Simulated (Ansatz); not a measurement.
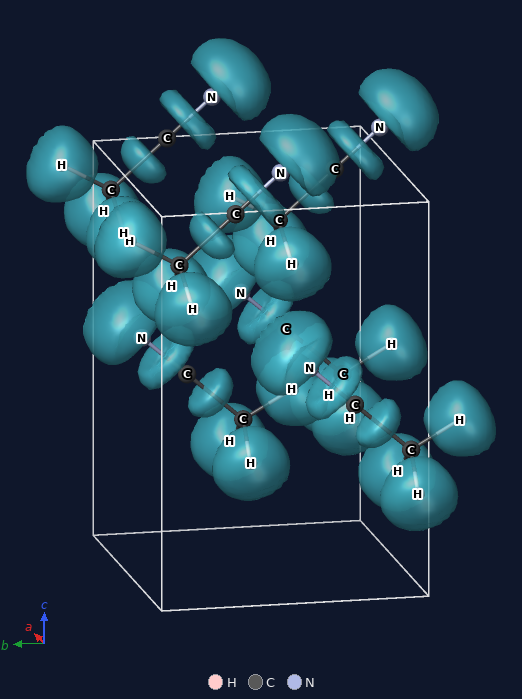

Figure. H₃C₂N. Isosurface of the ELF at 0.8 (cyan), seen at an oblique angle. Only the valence region is drawn (cores and ρ < 0.01 e/Å³ removed). Sticks mark near contacts.

Space group Cmc2₁.

All numbers below come from DFT PBE+D3(BJ), scalar-relativistic, plane waves, PAW (Ansatz 0.2.0).

In a PAW calculation such maps are meaningful between the atoms, not at the nuclei.

```
H C N
1.0
     5.95919    0.00000    0.00000
     0.00000   -5.20374    0.00000
     0.00000    0.00000   -7.73711
H C N
12 8 4
Direct
  0.00000 0.11766 0.94326
  0.50000 0.61766 0.94326
  0.00000 0.88234 0.44326
  0.50000 0.38234 0.44326
  0.14975 0.92234 0.79164
  0.64975 0.42234 0.79164
  0.35025 0.57766 0.29164
  0.85025 0.07766 0.29164
  0.35025 0.42234 0.79164
  0.85025 0.92234 0.79164
  0.14975 0.07766 0.29164
  0.64975 0.57766 0.29164
  0.00000 0.93368 0.87382
  0.50000 0.43368 0.87382
  0.00000 0.06632 0.37382
  0.50000 0.56632 0.37382
  0.00000 0.72366 0.99599
  0.50000 0.22366 0.99599
  0.00000 0.27634 0.49599
  0.50000 0.77634 0.49599
  0.00000 0.55522 0.09475
  0.50000 0.05522 0.09475
  0.00000 0.44478 0.59475
  0.50000 0.94478 0.59475
```

### Where are the electrons localised?

At this value the surface marks out four regions between bonded C–C atoms (shared pairs), four regions between bonded C–N atoms (shared pairs), twelve regions around hydrogen nuclei and four lobes on N, pointing away from the bonds (lone pairs), counted in one cell of 24 atoms. Any copies at cell faces, edges or corners count once. Profiles from the grid: C–H (1.10 Å): the ELF climbs to about 1 towards the hydrogen, as it does in any bond to H; a covalent bond by its length. C–N (1.16 Å): the ELF peaks at about 0.85 between the atoms (inside overlapping PAW spheres, so only a guide) (a multiple bond).

### Does the calculation give a band gap?

It is gapped, with a Kohn–Sham gap of 6.4 eV on the k-point mesh (the band edges may lie off the mesh, which would make the gap smaller).
